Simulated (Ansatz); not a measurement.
**ZnS: density, localisation and related maps**

```
Zn S
1.0
     3.58959    0.00000    0.00000
    -1.79480    3.10868    0.00000
     0.00000    0.00000    5.69066
Zn S
2 2
Direct
  0.00000 0.00000 0.00000
  0.00000 0.00000 0.50000
  0.33333 0.66667 0.25000
  0.66667 0.33333 0.75000
```

Space group P6₃/mmc; started from the NiAs prototype, which need not be the ambient phase; changed on purpose from its base cell (uniaxial z strain -3.2%); computed pressure about 6 GPa in this cell.

Method: DFT, PBE, plane waves, PAW in Ansatz 0.2.0.

Core electrons are frozen (PAW), and the valence fields are smoothed inside the atomic spheres.

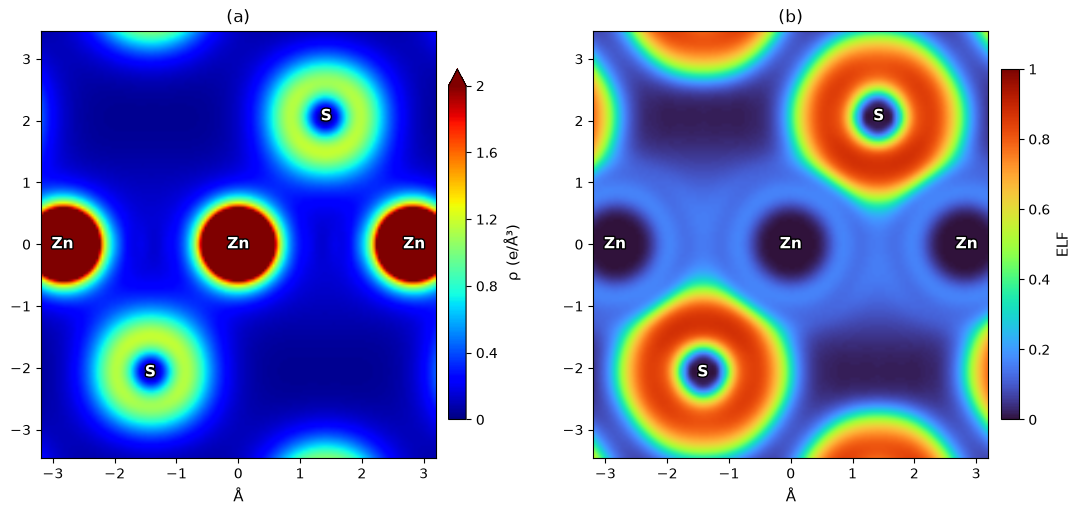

Figure 1. (a) valence charge density (pseudo); (b) ELF on the (110) plane of the conventional cell.

Describe what can be read from this map.

Answer.
- The plane passes through Zn and S nuclei.
- Zn–S (2.51 Å): ρ at the midpoint is about 0.36 e/Å³; the ELF peaks at about 0.85 in the valence shell of S, 0.8 Å from its nucleus, and is about 0.45 at the midpoint.
- Between the atoms the lowest density in this plane is 0.03 e/Å³.

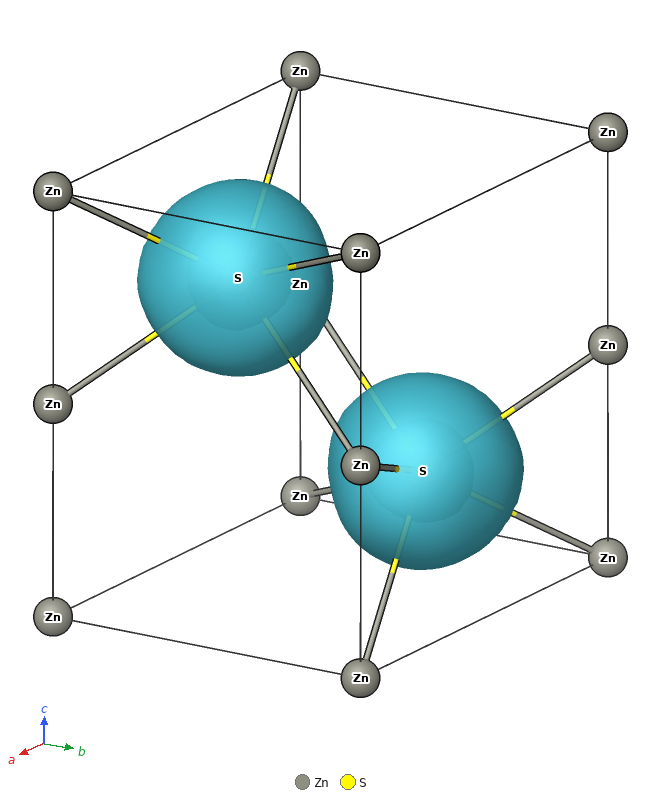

Figure 2. Isosurface of the electron localisation function at 0.75 (cyan), seen at an oblique angle. Core shells and regions of very low density are left out. Sticks mark near contacts.

Describe the localisation domains.

Answer. The ELF exceeds this value in two regions wrapped around S (the valence shell of each), counted in one cell of 4 atoms. Regions shared between cells count once.

Does the calculation make it a metal, or give it a gap?

Answer. It is gapped, with a Kohn–Sham gap of 0.53 eV on the k-point mesh, an upper bound to the gap of this method.
